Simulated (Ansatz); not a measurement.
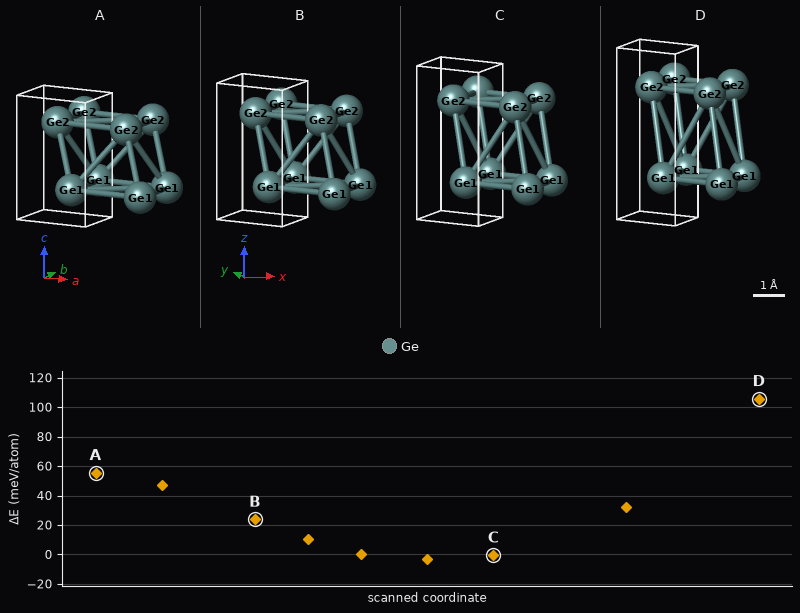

A scan of solid Ge (Cmcm) along one coordinate. x, y and z are the Cartesian axes of the input. The picture is a ball-and-stick view of the cell of the calculation, repeated 2 × 2 × 1 with one cell outlined, seen slightly off an axis.

Theory: DFT PBEsol, scalar-relativistic, plane waves, PAW in Ansatz 0.2.0. Set-up: plane-wave cutoff 420 eV; k-point mesh 20 × 20 × 12; occupations gaussian; smearing width 0.15 eV; no spin polarisation. Energies (free energies at the smearing named) are counted from the cell as listed in its source, which wasn't relaxed.

**What is being scanned?**

The ratio of the cell's length along z to its lengths across, counted as 1 for the reference, is changed at fixed volume (a c/a path), with the atoms kept at their fractional coordinates. In the frames the relative ratio is 0.80 (A), 0.92 (B), 1.10 (C), 1.30 (D). The lowest computed point lies at the relative ratio 1.05 (−3.1 meV/atom). The end points stand at 55.6 meV/atom (0.80) and 105.9 meV/atom (1.30). The distortion keeps the space group Cmcm. At the relative ratio 1.30 the cell of the drawing goes a 2.991 → 2.741 Å, b 2.991 → 2.741 Å, c 4.728 → 5.631 Å.
